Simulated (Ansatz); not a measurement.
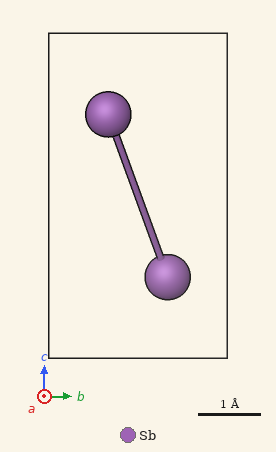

A crystal of Sb (built on the database_194 type), before the relaxation. A ball-and-stick model of the cell of the calculation, seen along the a axis.

Case: structure reported for this formula (P6_3/mmc, No. 194).

Method: DFT r2SCAN, scalar-relativistic, plane waves, PAW in Ansatz.

Input
```yaml
crystal:
  lattice:
    - [3.3690001795, 0.0, 0.0]
    - [-1.6845000898, 2.9176397408, 0.0]
    - [0.0, 0.0, 5.33]
  atoms:
    - { symbol: Sb, position: [0.3333333333, 0.6666666667, 0.25] }
    - { symbol: Sb, position: [0.6666666667, 0.3333333333, 0.75] }
basis:
  ecutwfc: 500
kpoints:
  mp_grid: { grid: [18, 18, 10] }
hamiltonian:
  xc: r2scan
scf:
  occupations: { method: gaussian, width: 0.1 }
output:
  forces: true
  stress: true
  eigenvalues: true
relax:
  adjacent_minimum: "off"
  f_tol: 0.01
  max_steps: 80
  cell: { stress_tol: 0.05 }
```

Question: Predict the outcome.

Answer: The atoms keep their places relative to the cell (all moves are under 0.005 Å). The drawn cell changes as follows: a = b 3.369 → 3.351 Å (−0.5 %), c 5.330 → 5.576 Å (+4.6 %); the volume changes by +3.5 %. Near-neighbour distances that change, for instance: Sb1–Sb2 3.299 → 3.393 Å, Sb1–Sb1 3.369 → 3.351 Å. The space group stays P6_3/mmc (No. 194). After 5 accepted moves (6 points after the start) the energy has fallen by 13.3 meV per atom. All forces vanish by symmetry, so only the cell relaxes. Pressure: 2.33 GPa at the start and 0.00 GPa at the end. The SCF was repeated once at an unchanged geometry on a basis and grid sized afresh for the cell, which shifted the energy by 0.1 meV per atom at most. The run took of the order of 100 core-seconds on a shared host.

The end point in the same view:

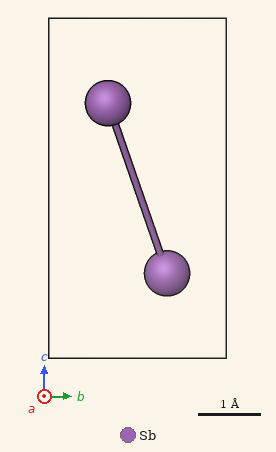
